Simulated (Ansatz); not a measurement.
# Run report: SiC, geometry relaxation (part 2 of 2)

SiC (4 atoms in the cell); DFT, PBE, plane waves, PAW, no spin polarisation (Ansatz 0.2.0); cutoff 420 eV, 12×12×6 k-mesh, Fermi–Dirac smearing of 0.02 eV. The structure was built on a prototype by a generator.

Geometry of the input (Å; fractional positions):
```
2.9582  0.0000  0.0000
-1.4791  2.5618  0.0000
0.0000  0.0000  4.8307
Si 0.3333  0.6667  0.0000
Si 0.6667  0.3333  0.5000
C  0.3333  0.6667  0.3750
C  0.6667  0.3333  0.8750
```

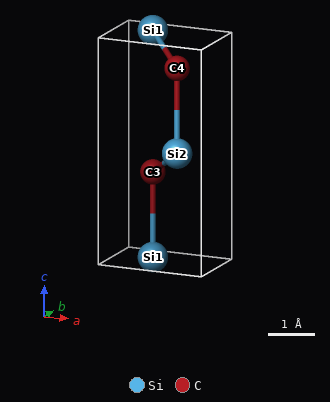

Fig. 1: The geometry at step 3 of the log (ball-and-stick view of the cell of the calculation, seen slightly off an axis; atoms are numbered from 1 in the order of the input).

**Log, continued**
```
SCF iter   1: F=—  HF=-1774.289887 eV  |F-HF|=—  |Δ(HF+E_count)|=         —  Δρ=4.09e-4  dr2=6.53e-5  ethr=3.45e-7  ⟨swp⟩=2.6  Hψ=6168  notcnv=0
preconditioner: auto → none  [insulator: Δε(μ)=2.297 eV  Ē_g=11.829 eV  σ=0.020 eV  W_gap=1.00  n_scr=2 (ndim 8)  ℏωp=22.9 eV  f_vac=0.000  D(μ)=0.00/eV (n_scr^D=0)  ε∞_Penn≈4.8]
SCF iter   2: F=—  HF=-1774.289993 eV  |F-HF|=—  |Δ(HF+E_count)|=   1.06e-4  Δρ=1.33e-4  dr2=4.91e-6  ethr=3.45e-7  ⟨swp⟩=2.0  Hψ=1434  notcnv=0
SCF iter   3: F=—  HF=-1774.289991 eV  |F-HF|=—  |Δ(HF+E_count)|=   1.57e-6  Δρ=4.41e-5  dr2=5.08e-7  ethr=2.50e-9  ⟨swp⟩=9.2  Hψ=6311  notcnv=0
SCF iter   4: F=-1774.289991 eV  HF=-1774.289991 eV  |F-HF|=3.10e-9  |Δ(HF+E_count)|=   1.00e-7  Δρ=1.12e-5  dr2=2.14e-8  ethr=2.50e-9  ⟨swp⟩=8.1  Hψ=5349  notcnv=0
SCF 6 converged in 4 iterations: F = -1774.289991 eV  dr2 = 2.14e-8
relax step   6: F+E_penalty+E_count = -1774.28999132 eV  Δ(F+E_penalty+E_count) = -8.206e-5 eV  max|allowed force component| = 1.847e-3 eV/Å  Δτ_max = 0.0004 Å  P = -0.013 GPa  Ω = 41.891 Å³  energy of the carried Pulay correction = -9.162e-3 eV  (4 SCF iters, dr2 threshold 4.00e-7 eV, accepted)
Basis set: ecut = 420 eV, 809 PW (Γ), exchange–correlation on 48×48×72 points (8 copies of the dense FFT grid, shifted against one another)
Initial wavefunctions: pseudopotential atomic-orbital guess (no wavefunctions were taken with the density)
iter 1 solved again at ethr=3.10e-7 eV; its pass at ethr=3.10e-3 eV (dr2=4.96e-5 eV) is discarded
SCF iter   1: F=—  HF=-1774.308742 eV  |F-HF|=—  |Δ(HF+E_count)|=         —  Δρ=8.38e-4  dr2=5.30e-5  ethr=3.10e-7  ⟨swp⟩=2.7  Hψ=8527  notcnv=0
preconditioner: auto → none  [insulator: Δε(μ)=2.305 eV  Ē_g=11.830 eV  σ=0.020 eV  W_gap=1.00  n_scr=2 (ndim 8)  ℏωp=22.9 eV  f_vac=0.000  D(μ)=0.00/eV (n_scr^D=0)  ε∞_Penn≈4.8]
SCF iter   2: F=—  HF=-1774.308834 eV  |F-HF|=—  |Δ(HF+E_count)|=   9.22e-5  Δρ=4.07e-4  dr2=1.05e-5  ethr=3.10e-7  ⟨swp⟩=2.0  Hψ=1416  notcnv=0
SCF iter   3: F=—  HF=-1774.308859 eV  |F-HF|=—  |Δ(HF+E_count)|=   2.43e-5  Δρ=1.44e-4  dr2=1.50e-6  ethr=6.55e-8  ⟨swp⟩=2.3  Hψ=1544  notcnv=0
SCF iter   4: F=—  HF=-1774.308861 eV  |F-HF|=—  |Δ(HF+E_count)|=   2.15e-6  Δρ=8.56e-6  dr2=7.54e-9  ethr=9.38e-9  ⟨swp⟩=2.0  Hψ=1520  notcnv=0
SCF iter   5: F=—  HF=-1774.308861 eV  |F-HF|=—  |Δ(HF+E_count)|=   1.35e-8  Δρ=5.92e-7  dr2=6.16e-11  ethr=4.71e-11  ⟨swp⟩=2.4  Hψ=1482  notcnv=0
SCF iter   6: F=-1774.308861 eV  HF=-1774.308861 eV  |F-HF|=1.36e-12  |Δ(HF+E_count)|=  4.73e-11  Δρ=9.23e-8  dr2=1.17e-12  ethr=1.00e-12  ⟨swp⟩=5.9  Hψ=3924  notcnv=0
SCF 7 converged in 6 iterations: F = -1774.308861 eV  dr2 = 1.17e-12
relax step   7: F+E_penalty+E_count = -1774.30886100 eV  Δ(F+E_penalty+E_count) = -1.887e-2 eV  max|allowed force component| = 1.309e-3 eV/Å  Δτ_max = 0.0000 Å  P = +0.617 GPa  Ω = 41.891 Å³  stress off target by 6.92e-1 GPa  SCF on the basis re-selected at this cell (its energy is not comparable with the rows above)  (6 SCF iters)
basis re-selected at this cell: Δ(F+E_penalty+E_count) = -1.887e-2 eV, ΔP = +0.630 GPa vs the last step (what re-selecting the basis moved, of the pressure what is left beyond the Pulay correction that the steps carried, after the strain that the cell walked since its last selection, with what the two solves' SCF thresholds leave and, on support functions, any second-order correction that the steps lacked; it is no measure of the basis error at this ecutwfc). The dense FFT grid was sized anew with the basis: this SCF ran on 24×24×36 points, the steps before it on 20×20×36, so part of this shift can come from that change (see relax.cell in the input reference). This SCF's stress stands 6.92e-1 GPa from its target on what of the cell is left free (relax.cell.stress_tol is 5.00e-2 GPa) and its largest allowed force component is 1.31e-3 eV/Å (relax.f_tol is 5.00e-3 eV/Å): not within both, so this SCF does not close the relaxation
Crystal: 4 atoms, lattice volume = 42.008 Å³
iter 1 solved again at ethr=1.60e-6 eV; its pass at ethr=3.10e-3 eV (dr2=2.56e-4 eV) is discarded
SCF iter   1: F=—  HF=-1774.308932 eV  |F-HF|=—  |Δ(HF+E_count)|=         —  Δρ=6.94e-4  dr2=2.51e-4  ethr=1.60e-6  ⟨swp⟩=1.0  Hψ=5651  notcnv=0
preconditioner: auto → none  [insulator: Δε(μ)=2.297 eV  Ē_g=11.806 eV  σ=0.020 eV  W_gap=1.00  n_scr=2 (ndim 8)  ℏωp=22.9 eV  f_vac=0.000  D(μ)=0.00/eV (n_scr^D=0)  ε∞_Penn≈4.8]
SCF iter   2: F=—  HF=-1774.308884 eV  |F-HF|=—  |Δ(HF+E_count)|=   4.80e-5  Δρ=1.75e-4  dr2=1.06e-5  ethr=1.57e-6  ⟨swp⟩=2.0  Hψ=1492  notcnv=0
SCF iter   3: F=—  HF=-1774.308881 eV  |F-HF|=—  |Δ(HF+E_count)|=   3.05e-6  Δρ=5.22e-5  dr2=1.05e-6  ethr=6.63e-8  ⟨swp⟩=2.0  Hψ=1384  notcnv=0
SCF iter   4: F=-1774.308881 eV  HF=-1774.308881 eV  |F-HF|=8.63e-9  |Δ(HF+E_count)|=   6.82e-8  Δρ=7.27e-6  dr2=1.50e-8  ethr=2.50e-9  ⟨swp⟩=8.1  Hψ=5480  notcnv=0
SCF 8 converged in 4 iterations: F = -1774.308881 eV  dr2 = 1.50e-8
relax step   8: F+E_penalty+E_count = -1774.30888127 eV  Δ(F+E_penalty+E_count) = -2.027e-5 eV  max|allowed force component| = 5.395e-4 eV/Å  Δτ_max = 0.0000 Å  P = +0.015 GPa  Ω = 42.008 Å³  energy of the carried Pulay correction = -2.127e-4 eV  (4 SCF iters, dr2 threshold 4.00e-7 eV, accepted)
iter 1 solved again at ethr=5.35e-8 eV; its pass at ethr=3.10e-3 eV (dr2=8.55e-6 eV) is discarded
SCF iter   1: F=—  HF=-1774.309053 eV  |F-HF|=—  |Δ(HF+E_count)|=         —  Δρ=1.48e-5  dr2=3.11e-8  ethr=5.35e-8  ⟨swp⟩=3.2  Hψ=8869  notcnv=0
preconditioner: auto → none  [insulator: Δε(μ)=2.306 eV  Ē_g=11.809 eV  σ=0.020 eV  W_gap=1.00  n_scr=2 (ndim 8)  ℏωp=22.9 eV  f_vac=0.000  D(μ)=0.00/eV (n_scr^D=0)  ε∞_Penn≈4.8]
SCF iter   2: F=—  HF=-1774.309078 eV  |F-HF|=—  |Δ(HF+E_count)|=   2.56e-5  Δρ=6.71e-6  dr2=7.01e-9  ethr=1.94e-10  ⟨swp⟩=2.1  Hψ=1520  notcnv=0
SCF iter   3: F=—  HF=-1774.309078 eV  |F-HF|=—  |Δ(HF+E_count)|=   1.04e-8  Δρ=2.39e-6  dr2=8.58e-10  ethr=4.38e-11  ⟨swp⟩=2.5  Hψ=1540  notcnv=0
SCF iter   4: F=—  HF=-1774.309078 eV  |F-HF|=—  |Δ(HF+E_count)|=   1.34e-9  Δρ=4.31e-7  dr2=6.75e-11  ethr=5.36e-12  ⟨swp⟩=2.0  Hψ=1512  notcnv=0
SCF iter   5: F=-1774.309078 eV  HF=-1774.309078 eV  |F-HF|=1.59e-12  |Δ(HF+E_count)|=  9.55e-12  Δρ=1.86e-7  dr2=9.36e-12  ethr=1.00e-12  ⟨swp⟩=5.8  Hψ=3843  notcnv=0
SCF 9 converged in 5 iterations: F = -1774.309078 eV  dr2 = 9.36e-12
relax step   9: F+E_penalty+E_count = -1774.30907818 eV  Δ(F+E_penalty+E_count) = -1.969e-4 eV  max|allowed force component| = 5.660e-4 eV/Å  Δτ_max = 0.0000 Å  P = +0.017 GPa  Ω = 42.008 Å³  stress off target by 2.10e-2 GPa  SCF on the basis re-selected at this cell (its energy is not comparable with the rows above)  (5 SCF iters)
basis re-selected at this cell: Δ(F+E_penalty+E_count) = -1.969e-4 eV, ΔP = +0.002 GPa vs the last step (what re-selecting the basis moved, of the pressure what is left beyond the Pulay correction that the steps carried, after the strain that the cell walked since its last selection, with what the two solves' SCF thresholds leave and, on support functions, any second-order correction that the steps lacked; it is no measure of the basis error at this ecutwfc). This SCF's stress stands 2.10e-2 GPa from its target on what of the cell is left free (relax.cell.stress_tol is 5.00e-2 GPa) and its largest allowed force component is 5.66e-4 eV/Å (relax.f_tol is 5.00e-3 eV/Å): within both
SCF converged after 5 iterations
Free energy (F): -1774.309078 eV
Harris-Foulkes:  -1774.309078 eV  (|F-HF|=1.59e-12)
Internal energy: -1774.309078 eV  (E = F + TS)
E sigma→0 (E₀):  -1774.309078 eV
Fermi energy:    10.590754 eV
--- Per-component energies (eV) ---
  E_band       = 55.089095
  E_kinetic    = 269.973227
  E_local      = -212.410171  (includes V_loc(G=0)·N_el)
  E_nonlocal   = 103.279954
  E_hartree    = 65.329967
  E_xc         = -210.546628
  E_vxc        = -218.143788  (∫ρ·V_xc dr)
  E_paw        = -1224.024256  (= ΣΔE_a)
  E_vpaw       = -18.270083  (= ΣTr[D̂ρ^β])
  E_aug_tail   = 0.000025  (compensation charges beyond the density's cutoff)
  E_ewald      = -565.911196
  E_smearing   = -0.000000  (= −TS)
  E_closure    = -0.000000  (closes the sum)
  Σ components = -1774.309078   (vs F -1774.309078, Δ=0.00e0)
--- Forces (eV/Å), atoms counted from 1 ---
  atom   1  Si    -0.00000000    -0.00000000    -0.00056540
  atom   2  Si     0.00000000     0.00000000    -0.00056540
  atom   3  C     -0.00000000    -0.00000000     0.00056658
  atom   4  C      0.00000000     0.00000000     0.00056658
  max |Σ_I F_I| component: 2.35e-6 eV/Å
--- Stress (GPa, compression-positive) ---
        0.020991       0.000000      -0.000000
        0.000000       0.020991      -0.000000
       -0.000000      -0.000000       0.008921
  P = ⅓ Tr σ = 0.0170 GPa (0.170 kbar)
--- Band table (eV; the first three rows and the last of 76) ---
  k-point 0: bands = ["-6.0093", "-2.4999", "0.8275", "8.1283", "8.1283", "9.3270", "9.4364", "9.4364", "14.1065", "15.4661", "16.0150", "16.0150"]
  k-point 1: bands = ["-5.8752", "-3.0300", "1.5757", "8.2033", "8.2033", "8.5915", "9.3341", "9.3341", "14.2320", "16.0117", "16.0638", "16.0638"]
  k-point 2: bands = ["-5.4769", "-3.9715", "3.1575", "6.9425", "8.4166", "8.4166", "9.0668", "9.0668", "14.6028", "15.9438", "16.2712", "16.2712"]
  k-point 75: bands = ["-1.2893", "-1.2893", "1.7354", "1.7354", "3.8775", "3.8775", "7.7106", "7.7106", "14.4316", "14.4316", "15.4278", "15.4278"]
--- Relaxed structure (7 steps of the walk, 7 accepted, 2 SCFs on fresh bases) ---
  F+E_penalty+E_count = -1774.30907818 eV   max|allowed force component| = 5.660e-4 eV/Å   (the final SCF, on the basis selected at the relaxed cell)
  cell:  # Å, volume = 42.0083 Å³
    - [3.0918273336712527, 3.017184773136256e-11, 4.575482996425968e-34]
    - [-1.545913666861756, 2.6776010150593255, -1.4670505590781249e-33]
    - [7.471763733386201e-34, -2.3349261666831883e-33, 5.07427327968216]
  atoms:
    - { symbol: Si, position: [0.33333333333333326, 0.6666666666666665, -0.00041339405661505545] }
    - { symbol: Si, position: [0.6666666666666665, 0.33333333333333326, 0.4995866059433847] }
    - { symbol: C, position: [0.33333333333333326, 0.6666666666666665, 0.3754133940566149] }
    - { symbol: C, position: [0.6666666666666665, 0.33333333333333326, 0.875413394056615] }
```

**File rho_z.tsv**
```
# z_ang	rho[e/angstrom^3]
# format = ansatz-planar-average/11
# lattice	3.091827334	0.000000000	0.000000000
# lattice	-1.545913667	2.677601015	-0.000000000
# lattice	0.000000000	-0.000000000	5.074273280
# sites	4
# site	14	-0.000000000	1.785067343	-0.002097674
# site	14	1.545913667	0.892533672	2.535038965
# site	6	-0.000000000	1.785067343	1.904950154
# site	6	1.545913667	0.892533672	4.442086794
0.000000	4.084355e-1
0.140952	3.284420e-1
0.281904	2.688212e-1
0.422856	2.319731e-1
0.563808	2.134593e-1
0.704760	2.070545e-1
0.845712	2.098233e-1
0.986664	2.235884e-1
1.127616	2.526841e-1
1.268568	3.003830e-1
1.409520	3.656033e-1
1.550472	4.412296e-1
1.691424	5.161644e-1
1.832376	5.794788e-1
1.973328	6.186364e-1
2.114281	6.187681e-1
2.255233	5.742678e-1
2.396185	4.969776e-1
2.537137	4.084355e-1
2.678089	3.284420e-1
2.819041	2.688212e-1
2.959993	2.319731e-1
3.100945	2.134593e-1
3.241897	2.070545e-1
3.382849	2.098233e-1
3.523801	2.235884e-1
3.664753	2.526841e-1
3.805705	3.003830e-1
3.946657	3.656033e-1
4.087609	4.412296e-1
4.228561	5.161644e-1
4.369513	5.794788e-1
4.510465	6.186364e-1
4.651417	6.187681e-1
4.792369	5.742678e-1
4.933321	4.969776e-1
```

**File v_z.tsv**
```
# z_ang	v_es[eV]	v_tot[eV]
# format = ansatz-planar-average/11
# xc	pbe
# density_cutoff_ev	1680
# datasets	Si=:simpson_from_first_knot:soft	C=:simpson_from_first_knot:soft
# lattice	3.091827334	0.000000000	0.000000000
# lattice	-1.545913667	2.677601015	-0.000000000
# lattice	0.000000000	-0.000000000	5.074273280
# sites	4
# site	14	-0.000000000	1.785067343	-0.002097674
# site	14	1.545913667	0.892533672	2.535038965
# site	6	-0.000000000	1.785067343	1.904950154
# site	6	1.545913667	0.892533672	4.442086794
0.000000	-4.352653e0	-1.736448e1
0.140952	-3.059235e0	-1.529483e1
0.281904	-1.192295e0	-1.248564e1
0.422856	1.311278e0	-8.962812e0
0.563808	4.192935e0	-5.297427e0
0.704760	6.960778e0	-2.166588e0
0.845712	8.981864e0	-6.063135e-2
0.986664	1.007407e1	9.398750e-1
1.127616	1.036735e1	1.007921e0
1.268568	9.668903e0	-2.057577e-1
1.409520	7.686877e0	-2.905018e0
1.550472	4.736348e0	-6.611144e0
1.691424	1.470040e0	-1.058009e1
1.832376	-1.735827e0	-1.433958e1
1.973328	-4.305168e0	-1.739864e1
2.114281	-5.702780e0	-1.921630e1
2.255233	-5.968670e0	-1.965310e1
2.396185	-5.380798e0	-1.888750e1
2.537137	-4.352653e0	-1.736448e1
2.678089	-3.059235e0	-1.529483e1
2.819041	-1.192295e0	-1.248564e1
2.959993	1.311278e0	-8.962812e0
3.100945	4.192935e0	-5.297427e0
3.241897	6.960778e0	-2.166588e0
3.382849	8.981864e0	-6.063135e-2
3.523801	1.007407e1	9.398750e-1
3.664753	1.036735e1	1.007921e0
3.805705	9.668903e0	-2.057577e-1
3.946657	7.686877e0	-2.905018e0
4.087609	4.736348e0	-6.611144e0
4.228561	1.470040e0	-1.058009e1
4.369513	-1.735827e0	-1.433958e1
4.510465	-4.305168e0	-1.739864e1
4.651417	-5.702780e0	-1.921630e1
4.792369	-5.968670e0	-1.965310e1
4.933321	-5.380798e0	-1.888750e1
```

**Trajectory as extended XYZ (Å, eV, eV/Å), 9 frames, from step=1 to step=9**
```
4
Lattice="2.9582 0.0000 0.0000 -1.4791 2.5618 0.0000 0.0000 0.0000 4.8307" Properties=species:S:1:pos:R:3:forces:R:3 step=1 energy=-1773.72884 pressure_GPa=38.35
Si    0.0000    1.7079    0.0000    0.0000   0.0000  -0.1670
Si    1.4791    0.8539    2.4153    0.0000   0.0000  -0.1670
C     0.0000    1.7079    1.8115    0.0000   0.0000   0.1670
C     1.4791    0.8539    4.2269    0.0000   0.0000   0.1670
4
Lattice="3.0207 0.0000 0.0000 -1.5103 2.6160 0.0000 0.0000 0.0000 4.9462" Properties=species:S:1:pos:R:3:forces:R:3 step=2 energy=-1774.14924 pressure_GPa=17.48
Si    0.0000    1.7440   -0.0001    0.0000   0.0000  -0.1003
Si    1.5103    0.8720    2.4730    0.0000   0.0000  -0.1003
C     0.0000    1.7440    1.8549    0.0000   0.0000   0.1003
C     1.5103    0.8720    4.3280    0.0000   0.0000   0.1003
4
Lattice="3.0788 0.0000 0.0000 -1.5394 2.6664 0.0000 0.0000 0.0000 5.0467" Properties=species:S:1:pos:R:3:forces:R:3 step=3 energy=-1774.28706 pressure_GPa=2.49
Si    0.0000    1.7776   -0.0012    0.0000   0.0000  -0.0418
Si    1.5394    0.8888    2.5221    0.0000   0.0000  -0.0418
C     0.0000    1.7776    1.8937    0.0000   0.0000   0.0418
C     1.5394    0.8888    4.4170    0.0000   0.0000   0.0418
4
Lattice="3.0906 0.0000 0.0000 -1.5453 2.6765 0.0000 0.0000 0.0000 5.0653" Properties=species:S:1:pos:R:3:forces:R:3 step=4 energy=-1774.28803 pressure_GPa=-0.04
Si    0.0000    1.7843   -0.0077    0.0000   0.0000   0.1784
Si    1.5453    0.8922    2.5250    0.0000   0.0000   0.1784
C     0.0000    1.7843    1.9072    0.0000   0.0000  -0.1784
C     1.5453    0.8922    4.4398    0.0000   0.0000  -0.1784
4
Lattice="3.0867 0.0000 0.0000 -1.5434 2.6732 0.0000 0.0000 0.0000 5.0722" Properties=species:S:1:pos:R:3:forces:R:3 step=5 energy=-1774.28991 pressure_GPa=0.20
Si    0.0000    1.7821   -0.0025    0.0000   0.0000   0.0261
Si    1.5434    0.8911    2.5336    0.0000   0.0000   0.0261
C     0.0000    1.7821    1.9046    0.0000   0.0000  -0.0260
C     1.5434    0.8911    4.4407    0.0000   0.0000  -0.0260
4
Lattice="3.0892 0.0000 0.0000 -1.5446 2.6753 0.0000 0.0000 0.0000 5.0686" Properties=species:S:1:pos:R:3:forces:R:3 step=6 energy=-1774.28999 pressure_GPa=-0.01
Si    0.0000    1.7836   -0.0021    0.0000   0.0000  -0.0018
Si    1.5446    0.8918    2.5322    0.0000   0.0000  -0.0018
C     0.0000    1.7836    1.9029    0.0000   0.0000   0.0019
C     1.5446    0.8918    4.4372    0.0000   0.0000   0.0019
4
Lattice="3.0892 0.0000 0.0000 -1.5446 2.6753 0.0000 0.0000 0.0000 5.0686" Properties=species:S:1:pos:R:3:forces:R:3 step=7 energy=-1774.30886 pressure_GPa=0.62
Si    0.0000    1.7836   -0.0021    0.0000   0.0000  -0.0013
Si    1.5446    0.8918    2.5322    0.0000   0.0000  -0.0013
C     0.0000    1.7836    1.9029    0.0000   0.0000   0.0013
C     1.5446    0.8918    4.4372    0.0000   0.0000   0.0013
4
Lattice="3.0918 0.0000 0.0000 -1.5459 2.6776 0.0000 0.0000 0.0000 5.0743" Properties=species:S:1:pos:R:3:forces:R:3 step=8 energy=-1774.30888 pressure_GPa=0.01
Si    0.0000    1.7851   -0.0021    0.0000   0.0000  -0.0005
Si    1.5459    0.8925    2.5350    0.0000   0.0000  -0.0005
C     0.0000    1.7851    1.9049    0.0000   0.0000   0.0005
C     1.5459    0.8925    4.4421    0.0000   0.0000   0.0005
4
Lattice="3.0918 0.0000 0.0000 -1.5459 2.6776 0.0000 0.0000 0.0000 5.0743" Properties=species:S:1:pos:R:3:forces:R:3 step=9 energy=-1774.30908 pressure_GPa=0.02
Si    0.0000    1.7851   -0.0021    0.0000   0.0000  -0.0006
Si    1.5459    0.8925    2.5350    0.0000   0.0000  -0.0006
C     0.0000    1.7851    1.9049    0.0000   0.0000   0.0006
C     1.5459    0.8925    4.4421    0.0000   0.0000   0.0006
```

**Key numbers**

| quantity | value |
| --- | --- |
| outcome | converged |
| space group (tolerance 0.01 Å) | P6₃mc (186) |
| electrons treated | 16 |
| free energy | −1774.3091 eV |
| Fermi energy | 10.591 eV |
| gap on the k-point mesh | 2.31 eV |
| pressure | 0.02 GPa |
| final volume | 42.01 Å³ |
| largest force (length of the vector) at the end | 0.001 eV/Å |
| final cell | a = 3.092 Å, b = 3.092 Å, c = 5.074 Å, α = 90.00°, β = 90.00°, γ = 120.00° |
| hardware | 4 threads of Arm Neoverse V2, 24 GiB of memory available, shared host |
| wall time | 7.8 s (CPU time 29 s) |
| peak memory | 0.38 GiB |
